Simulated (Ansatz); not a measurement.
Geometry relaxation of WS2 (part 1 of 3)

- system: WS2 (P-6m2, 3 atoms in the cell)
- method: DFT PBE+D3(BJ), scalar-relativistic, plane waves, PAW, no spin polarisation (Ansatz 0.2.0)

The structure derives from a Materials Project entry. The run did not end well. It belongs to a series of runs on one base structure; here: relaxed at -1 GPa. Figures and captions count atoms from 1; the log counts them from 0 in places.

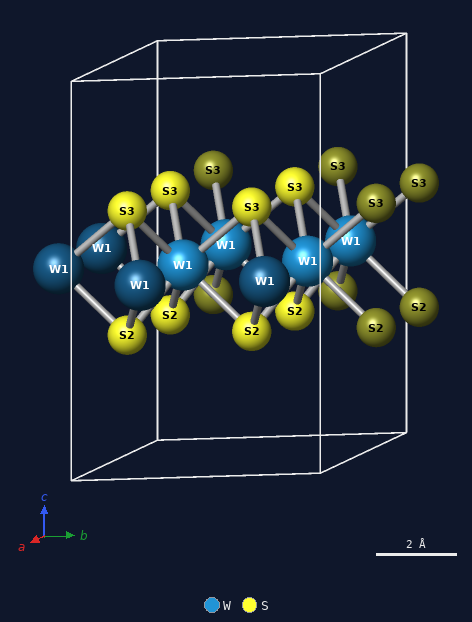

*The input geometry (ball-and-stick view of the 2 × 2 repeat of the cell, with the vacuum cut short, seen slightly off an axis; neighbours outside the cell are drawn fainter; atoms are numbered from 1 in the order of the input).*

Near neighbours in the crystal (not all of them lie inside the picture): W has 6 S at 2.42 Å; S has 3 W at 2.42 Å.

Outcome

```json
{"quantity": "outcome", "value": "not converged"}
{"quantity": "space group (tolerance 0.01 Å)", "value": "P-6m2 (187)"}
{"quantity": "final cell", "value": "a = 3.251 Å, b = 3.251 Å, c = 48.688 Å, α = 90.00°, β = 90.00°, γ = 120.00°"}
{"quantity": "hardware", "value": "1 thread of Intel Xeon (Granite Rapids), 32 GiB of memory available, shared host"}
{"quantity": "wall time", "value": "6.3 min"}
{"quantity": "peak memory", "value": "0.64 GiB"}
```

What went wrong

The run did not converge: “variable-cell relaxation did not converge after 50 `relax_step` rows, as none of its last 3 fresh-basis SCF(s) at a relaxed cell met both thresholds with a finite energy …” Its last values are not results.

Input
```yaml
crystal:
  lattice:
    - [3.1698989878, 0.0, 0.0]
    - [-1.5849494939, 2.7452130509, 0.0]
    - [0.0, 0.0, 16.994055239]
  atoms:
    - { symbol: W, position: [0.3333333333, 0.6666666667, 0.0] }
    - { symbol: S, position: [0.6666666667, 0.3333333333, 0.9069626208] }
    - { symbol: S, position: [0.6666666667, 0.3333333333, 0.0930373792] }
basis:
  ecutwfc: 420
kpoints:
  mp_grid: { grid: [12, 12, 2] }
hamiltonian:
  xc: pbe
  dispersion: d3bj
scf:
  occupations: { method: gaussian, width: 0.02 }
output:
  forces: true
  stress: true
  eigenvalues: true
relax:
  adjacent_minimum: "off"
  f_tol: 0.008
  max_steps: 50
  cell: { stress_tol: 0.08, p_target: -1.0 }
```

Command:
```bash
ansatz run input.yaml --threads 1 --pin off --max-ram 2560MiB --backend cpu --events-out ev --progress --plain --runs-dir out
```

The program's output
```
Engine: ansatz 0.2.0, x86_64-unknown-linux-gnu
Pseudopotentials: kind: paw
Pseudopotential: W, paw, valence charge 14, recommended cutoff 420 eV (normal), W.paw.azcp
Pseudopotential: S, paw, valence charge 6, recommended cutoff 420 eV (normal), S.paw.azcp
Functional definition: PBE
  parameter kappa = 0.804
  parameter beta = 0.06672455060314922
  exchange = pbe_x(kappa = kappa, mu = beta*pi^2/3)
  correlation = pbe_c(beta = beta)
Crystal: 3 atoms, lattice volume = 147.883 Å³
Basis set: ecut = 420 eV, 2877 PW (Γ), exchange–correlation on 48×48×240 points (8 copies of the dense FFT grid, shifted against one another)
Bands: 17, of which v1, the nominal top of the filled ones, is band 13 counted from 1 (12 counted from 0)
Symmetry: 12 space group operations
Space group: P-6m2 (ITA 187), of the structure as read, at distance tolerance 5.3e-5 Å
k-points: 38 of 288 (time reversal used)
Non-local potential: W, projectors of the file, l = 0: 3, l = 1: 2, l = 2: 2, l = 3: 1
Non-local potential: S, projectors of the file, l = 0: 2, l = 1: 2, l = 2: 2
PAW form: soft (Blöchl's): semilocal exchange-correlation on the pseudo side does not see the compensation charge
PAW one-centre angular grid: W, 590 points (default); XC on 64 Gauss nodes
PAW one-centre angular grid: S, 110 points (default); XC on 64 Gauss nodes
Initial density: superposition of atomic densities (neutral atoms: chi_scale 0, normalization atom), corrected by the library's trained network
Initial wavefunctions: pseudopotential atomic-orbital guess
Functional: x = pbe(κ = 0.804, μ = 0.2195149727645171), c = pbe(β = 0.06672455060314922)
SCF iter   1: F=—  HF=-12192.353562 eV  |F-HF|=—  |Δ(HF+E_count)|=         —  Δρ=3.45e-3  dr2=2.05e-2  ethr=1.77e-3  ⟨swp⟩=9.4  Hψ=4669  notcnv=0
preconditioner: auto → none  [insulator: Δε(μ)=1.898 eV  Ē_g=8.682 eV  σ=0.020 eV  W_gap=1.00  n_scr=10 (ndim 8)  ℏωp=13.0 eV  f_vac=0.608  D(μ)=0.00/eV (n_scr^D=0)  ε∞_Penn≈3.2]
SCF iter   2: F=—  HF=-12192.365222 eV  |F-HF|=—  |Δ(HF+E_count)|=   1.17e-2  Δρ=3.57e-3  dr2=6.20e-2  ethr=7.88e-5  ⟨swp⟩=4.2  Hψ=1877  notcnv=0
SCF iter   3: F=—  HF=-12192.356885 eV  |F-HF|=—  |Δ(HF+E_count)|=   8.34e-3  Δρ=1.33e-3  dr2=2.04e-3  ethr=7.88e-5  ⟨swp⟩=3.0  Hψ=1196  notcnv=0
SCF iter   4: F=—  HF=-12192.358709 eV  |F-HF|=—  |Δ(HF+E_count)|=   1.82e-3  Δρ=2.38e-4  dr2=2.54e-5  ethr=7.84e-6  ⟨swp⟩=2.1  Hψ=1064  notcnv=0
SCF iter   5: F=—  HF=-12192.358758 eV  |F-HF|=—  |Δ(HF+E_count)|=   4.92e-5  Δρ=4.32e-5  dr2=2.89e-6  ethr=9.77e-8  ⟨swp⟩=3.4  Hψ=1490  notcnv=0
SCF iter   6: F=—  HF=-12192.358759 eV  |F-HF|=—  |Δ(HF+E_count)|=   6.42e-7  Δρ=1.03e-5  dr2=1.55e-7  ethr=1.11e-8  ⟨swp⟩=2.2  Hψ=1009  notcnv=0
SCF iter   7: F=-12192.358759 eV  HF=-12192.358759 eV  |F-HF|=1.19e-9  |Δ(HF+E_count)|=   1.57e-7  Δρ=2.25e-6  dr2=1.41e-8  ethr=3.85e-10  ⟨swp⟩=8.0  Hψ=3559  notcnv=0
SCF 1 converged in 7 iterations: F = -12192.358759 eV  dr2 = 1.41e-8
  greatest PAW one-centre occupation: 1.000 electrons in one spin orbital (limit 2), on the W atom at site 0 (counted from 0), in its partial waves of l = 0
relax step   1: F+E_penalty+E_count = -12192.35875875 eV  Δ(F+E_penalty+E_count) = +0.000e0 eV  max|allowed force component| = 1.717e-1 eV/Å  Δτ_max = 0.0000 Å  P = -0.576 GPa  Ω = 147.883 Å³  (7 SCF iters, dr2 threshold 1.00e-7 eV, accepted)
Crystal: 3 atoms, lattice volume = 156.634 Å³
Basis set: ecut = 420 eV, 3119 PW (Γ), exchange–correlation on 48×48×240 points (8 copies of the dense FFT grid, shifted against one another)
Initial density: handed on by an earlier stage of this run
Initial wavefunctions: those handed on with the density
iter 1 solved again at ethr=7.06e-5 eV; its pass at ethr=3.10e-3 eV (dr2=1.84e-2 eV) is discarded
SCF iter   1: F=—  HF=-12192.334146 eV  |F-HF|=—  |Δ(HF+E_count)|=         —  Δρ=3.89e-3  dr2=1.87e-2  ethr=7.06e-5  ⟨swp⟩=2.0  Hψ=5182  notcnv=0
preconditioner: auto → none  [insulator: Δε(μ)=1.527 eV  Ē_g=8.669 eV  σ=0.020 eV  W_gap=1.00  n_scr=10 (ndim 8)  ℏωp=12.6 eV  f_vac=0.628  D(μ)=0.00/eV (n_scr^D=0)  ε∞_Penn≈3.1]
SCF iter   2: F=—  HF=-12192.330097 eV  |F-HF|=—  |Δ(HF+E_count)|=   4.05e-3  Δρ=1.66e-3  dr2=2.58e-3  ethr=7.06e-5  ⟨swp⟩=2.0  Hψ=1064  notcnv=0
SCF iter   3: F=—  HF=-12192.330299 eV  |F-HF|=—  |Δ(HF+E_count)|=   2.02e-4  Δρ=1.02e-3  dr2=3.00e-3  ethr=9.91e-6  ⟨swp⟩=2.3  Hψ=1151  notcnv=0
SCF iter   4: F=—  HF=-12192.330172 eV  |F-HF|=—  |Δ(HF+E_count)|=   1.26e-4  Δρ=5.72e-4  dr2=1.67e-3  ethr=9.91e-6  ⟨swp⟩=2.0  Hψ=1060  notcnv=0
SCF iter   5: F=—  HF=-12192.329946 eV  |F-HF|=—  |Δ(HF+E_count)|=   2.26e-4  Δρ=2.29e-4  dr2=2.20e-4  ethr=6.44e-6  ⟨swp⟩=1.1  Hψ=650  notcnv=0
SCF iter   6: F=—  HF=-12192.329791 eV  |F-HF|=—  |Δ(HF+E_count)|=   1.55e-4  Δρ=3.72e-5  dr2=4.54e-6  ethr=8.45e-7  ⟨swp⟩=2.2  Hψ=886  notcnv=0
iter 7 did not close the SCF: its close was put off until two iterations running show no level that it waits for move by more than its bar (scf_convergence_deferred on its scf_iter line)
SCF iter   7: F=-12192.329790 eV  HF=-12192.329790 eV  |F-HF|=1.69e-7  |Δ(HF+E_count)|=   7.23e-7  Δρ=6.49e-6  dr2=1.97e-7  ethr=1.15e-9  ⟨swp⟩=7.1  Hψ=4054  notcnv=0
SCF iter   8: F=-12192.329790 eV  HF=-12192.329790 eV  |F-HF|=5.35e-10  |Δ(HF+E_count)|=   2.48e-8  Δρ=7.33e-7  dr2=9.40e-10  ethr=7.59e-10  ⟨swp⟩=3.8  Hψ=2459  notcnv=0
SCF 2 converged in 8 iterations: F = -12192.329790 eV  dr2 = 9.40e-10
relax step   2: F+E_penalty+E_count = -12192.32979047 eV  Δ(F+E_penalty+E_count) = +2.897e-2 eV  max|allowed force component| = 2.901e-1 eV/Å  Δτ_max = 0.0852 Å  P = -0.563 GPa  Ω = 156.634 Å³  energy of the carried Pulay correction = -5.367e-4 eV  (8 SCF iters, dr2 threshold 3.00e-7 eV, accepted)
[... from here on the SCF iterations and repeated set-up lines of each step are left out, up to the last step ...]
SCF 3 converged in 7 iterations: F = -12192.329659 eV  dr2 = 8.95e-9
relax step   3: F+E_penalty+E_count = -12192.32965945 eV  Δ(F+E_penalty+E_count) = +1.310e-4 eV  max|allowed force component| = 2.942e-1 eV/Å  Δτ_max = 0.0674 Å  P = -0.512 GPa  Ω = 163.925 Å³  energy of the carried Pulay correction = -9.609e-4 eV  (7 SCF iters, dr2 threshold 3.00e-7 eV, accepted)
SCF 4 converged in 7 iterations: F = -12192.343842 eV  dr2 = 9.12e-9
relax step   4: F+E_penalty+E_count = -12192.34384191 eV  Δ(F+E_penalty+E_count) = -1.418e-2 eV  max|allowed force component| = 1.512e-2 eV/Å  Δτ_max = 0.0449 Å  P = -0.710 GPa  Ω = 169.795 Å³  energy of the carried Pulay correction = -1.288e-3 eV  (7 SCF iters, dr2 threshold 3.00e-7 eV, accepted)
SCF 5 converged in 7 iterations: F = -12192.339350 eV  dr2 = 7.15e-9
relax step   5: F+E_penalty+E_count = -12192.33934961 eV  Δ(F+E_penalty+E_count) = +4.492e-3 eV  max|allowed force component| = 1.519e-1 eV/Å  Δτ_max = 0.0619 Å  P = -0.450 GPa  Ω = 176.742 Å³  energy of the carried Pulay correction = -1.661e-3 eV  (7 SCF iters, dr2 threshold 3.00e-7 eV, accepted)
SCF 6 converged in 7 iterations: F = -12192.323161 eV  dr2 = 9.35e-9
relax step   6: F+E_penalty+E_count = -12192.32316089 eV  Δ(F+E_penalty+E_count) = +1.619e-2 eV  max|allowed force component| = 1.225e-1 eV/Å  Δτ_max = 0.0529 Å  P = -0.624 GPa  Ω = 184.440 Å³  energy of the carried Pulay correction = -2.056e-3 eV  (7 SCF iters, dr2 threshold 3.00e-7 eV, accepted)
SCF 7 converged in 6 iterations: F = -12192.287383 eV  dr2 = 1.59e-7
relax step   7: F+E_penalty+E_count = -12192.28738303 eV  Δ(F+E_penalty+E_count) = +3.578e-2 eV  max|allowed force component| = 8.021e-2 eV/Å  Δτ_max = 0.0482 Å  P = -0.907 GPa  Ω = 192.155 Å³  energy of the carried Pulay correction = -2.434e-3 eV  (6 SCF iters, dr2 threshold 3.00e-7 eV, accepted)
SCF 8 converged in 5 iterations: F = -12192.291835 eV  dr2 = 2.38e-7
relax step   8: F+E_penalty+E_count = -12192.29183529 eV  Δ(F+E_penalty+E_count) = -4.452e-3 eV  max|allowed force component| = 7.457e-2 eV/Å  Δτ_max = 0.0104 Å  P = -1.109 GPa  Ω = 191.458 Å³  energy of the carried Pulay correction = -2.400e-3 eV  (5 SCF iters, dr2 threshold 3.00e-7 eV, accepted)
SCF 9 converged in 6 iterations: F = -12192.284731 eV  dr2 = 6.98e-9
relax step   9: F+E_penalty+E_count = -12192.28473073 eV  Δ(F+E_penalty+E_count) = +7.105e-3 eV  max|allowed force component| = 3.883e-3 eV/Å  Δτ_max = 0.0104 Å  P = -1.028 GPa  Ω = 192.600 Å³  energy of the carried Pulay correction = -2.455e-3 eV  (6 SCF iters, dr2 threshold 3.00e-7 eV, accepted)
SCF 10 converged in 7 iterations: F = -12192.291146 eV  dr2 = 2.96e-11
relax step  10: F+E_penalty+E_count = -12192.29114555 eV  Δ(F+E_penalty+E_count) = -6.415e-3 eV  max|allowed force component| = 3.613e-3 eV/Å  Δτ_max = 0.0061 Å  P = -0.993 GPa  Ω = 191.616 Å³  energy of the carried Pulay correction = -2.408e-3 eV  (7 SCF iters, accepted)
SCF 11 converged in 8 iterations: F = -12192.346816 eV  dr2 = 5.09e-12
relax step  11: F+E_penalty+E_count = -12192.34681586 eV  Δ(F+E_penalty+E_count) = -5.567e-2 eV  max|allowed force component| = 1.038e-2 eV/Å  Δτ_max = 0.0000 Å  P = -0.633 GPa  Ω = 191.616 Å³  stress off target by 9.69e-1 GPa  SCF on the basis re-selected at this cell (its energy is not comparable with the rows above)  (8 SCF iters)
SCF 12 converged in 7 iterations: F = -12192.344750 eV  dr2 = 9.21e-9
relax step  12: F+E_penalty+E_count = -12192.34475041 eV  Δ(F+E_penalty+E_count) = +2.065e-3 eV  max|allowed force component| = 2.631e-2 eV/Å  Δτ_max = 0.0471 Å  P = -0.588 GPa  Ω = 199.202 Å³  energy of the carried Pulay correction = -4.077e-4 eV  (7 SCF iters, dr2 threshold 3.00e-7 eV, accepted)
SCF 13 converged in 7 iterations: F = -12192.341794 eV  dr2 = 1.77e-8
relax step  13: F+E_penalty+E_count = -12192.34179404 eV  Δ(F+E_penalty+E_count) = +2.956e-3 eV  max|allowed force component| = 5.928e-2 eV/Å  Δτ_max = 0.0438 Å  P = -0.563 GPa  Ω = 206.898 Å³  energy of the carried Pulay correction = -9.080e-4 eV  (7 SCF iters, dr2 threshold 3.00e-7 eV, accepted)
SCF 14 converged in 7 iterations: F = -12192.339324 eV  dr2 = 9.22e-9
relax step  14: F+E_penalty+E_count = -12192.33932380 eV  Δ(F+E_penalty+E_count) = +2.470e-3 eV  max|allowed force component| = 5.661e-2 eV/Å  Δτ_max = 0.0392 Å  P = -0.575 GPa  Ω = 214.463 Å³  energy of the carried Pulay correction = -1.495e-3 eV  (7 SCF iters, dr2 threshold 3.00e-7 eV, accepted)
SCF 15 converged in 6 iterations: F = -12192.335389 eV  dr2 = 1.02e-7
relax step  15: F+E_penalty+E_count = -12192.33538878 eV  Δ(F+E_penalty+E_count) = +3.935e-3 eV  max|allowed force component| = 5.873e-3 eV/Å  Δτ_max = 0.0346 Å  P = -0.677 GPa  Ω = 222.054 Å³  energy of the carried Pulay correction = -2.190e-3 eV  (6 SCF iters, dr2 threshold 3.00e-7 eV, accepted)
SCF 16 converged in 7 iterations: F = -12192.324712 eV  dr2 = 9.62e-9
relax step  16: F+E_penalty+E_count = -12192.32471173 eV  Δ(F+E_penalty+E_count) = +1.068e-2 eV  max|allowed force component| = 2.467e-1 eV/Å  Δτ_max = 0.0427 Å  P = -0.409 GPa  Ω = 229.665 Å³  energy of the carried Pulay correction = -2.948e-3 eV  (7 SCF iters, dr2 threshold 3.00e-7 eV, accepted)
SCF 17 converged in 6 iterations: F = -12192.311007 eV  dr2 = 9.40e-8
relax step  17: F+E_penalty+E_count = -12192.31100737 eV  Δ(F+E_penalty+E_count) = +1.370e-2 eV  max|allowed force component| = 1.896e-1 eV/Å  Δτ_max = 0.0309 Å  P = -0.566 GPa  Ω = 237.479 Å³  energy of the carried Pulay correction = -3.688e-3 eV  (6 SCF iters, dr2 threshold 3.00e-7 eV, accepted)
SCF 18 converged in 6 iterations: F = -12192.285291 eV  dr2 = 8.72e-8
relax step  18: F+E_penalty+E_count = -12192.28529063 eV  Δ(F+E_penalty+E_count) = +2.572e-2 eV  max|allowed force component| = 1.387e-1 eV/Å  Δτ_max = 0.0290 Å  P = -0.747 GPa  Ω = 245.216 Å³  energy of the carried Pulay correction = -4.382e-3 eV  (6 SCF iters, dr2 threshold 3.00e-7 eV, accepted)
SCF 19 converged in 6 iterations: F = -12192.252466 eV  dr2 = 4.73e-8
relax step  19: F+E_penalty+E_count = -12192.25246553 eV  Δ(F+E_penalty+E_count) = +3.283e-2 eV  max|allowed force component| = 2.326e-2 eV/Å  Δτ_max = 0.0192 Å  P = -1.034 GPa  Ω = 251.310 Å³  energy of the carried Pulay correction = -4.904e-3 eV  (6 SCF iters, dr2 threshold 3.00e-7 eV, accepted)
SCF 20 converged in 6 iterations: F = -12192.259075 eV  dr2 = 2.18e-9
relax step  20: F+E_penalty+E_count = -12192.25907549 eV  Δ(F+E_penalty+E_count) = -6.610e-3 eV  max|allowed force component| = 7.738e-3 eV/Å  Δτ_max = 0.0042 Å  P = -1.017 GPa  Ω = 250.323 Å³  energy of the carried Pulay correction = -4.820e-3 eV  (6 SCF iters, dr2 threshold 4.25e-8 eV, accepted)
SCF 21 converged in 8 iterations: F = -12192.335716 eV  dr2 = 8.14e-12
relax step  21: F+E_penalty+E_count = -12192.33571636 eV  Δ(F+E_penalty+E_count) = -7.664e-2 eV  max|allowed force component| = 2.362e-2 eV/Å  Δτ_max = 0.0000 Å  P = -0.660 GPa  Ω = 250.323 Å³  stress off target by 9.52e-1 GPa  SCF on the basis re-selected at this cell (its energy is not comparable with the rows above)  (8 SCF iters)
SCF 22 converged in 6 iterations: F = -12192.323672 eV  dr2 = 9.94e-8
```
